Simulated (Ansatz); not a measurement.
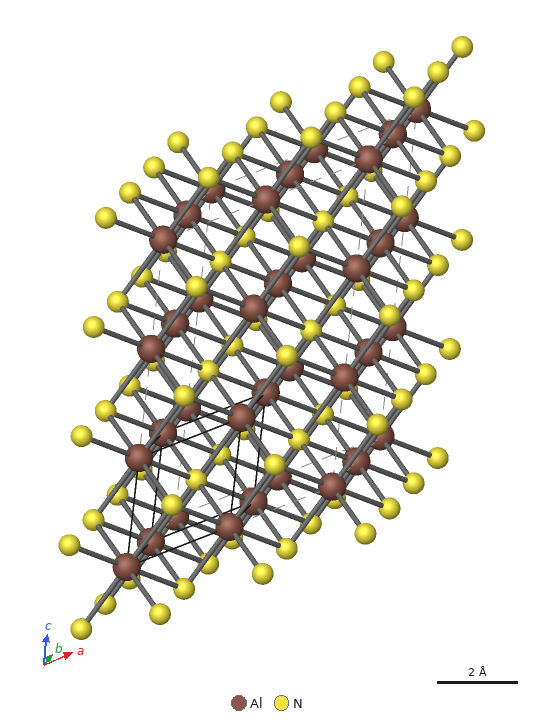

An orthographic ball-and-stick view of the structure, slightly off an axis. The solid frame is a single simulation cell within a 2×2×3 block. Some atoms of the next cells are drawn as well.

Here is the input:
```yaml
crystal:
  lattice:
    - [0.0100943423, 2.0188684513, 2.0188684513]
    - [2.0188684513, 0.0100943423, 2.0188684513]
    - [2.0289627935, 2.0289627935, -1.0e-10]
  atoms:
    - { symbol: Al, position: [0.0, 0.0, 0.0] }
    - { symbol: "N", position: [0.5, 0.5, 0.5] }
kpoints:
  mp_grid: { grid: [8, 8, 8] }
  band_path:
    path:
      - [0.0, 0.0, 0.0]
      - [0.5, 0.0, 0.5]
      - [0.625, 0.25, 0.625]
      - [0.375, 0.375, 0.75]
      - [0.5, 0.5, 0.5]
      - [0.5, 0.25, 0.75]
    npoints: 1
hamiltonian:
  xc: hse06
scf:
  occupations: { method: fixed }
  n_extra_bands: 4
output:
  forces: true
  stress: true
  eigenvalues: true
```

Level of theory and settings: Ansatz, DFT, HSE06, plane waves, PAW, a 420 eV plane-wave basis, k-grid 8×8×8, no spin polarisation.

Q: Is the electronic structure metallic or gapped?

A: An insulator at this level, with a gap of 5.96 eV, indirect; the smallest direct gap is 7.19 eV.

Q: Under what pressure is the structure?

A: The computed pressure is -1.5 GPa (stretched: it would shrink). The stress isn't hydrostatic: its largest component is 3.3 GPa.

The cell started as a structure type filled with these elements by a generator (whether the compound takes this form wasn't checked). The cell was then strained or its atoms displaced on purpose. A calculation with Ansatz used it as input.
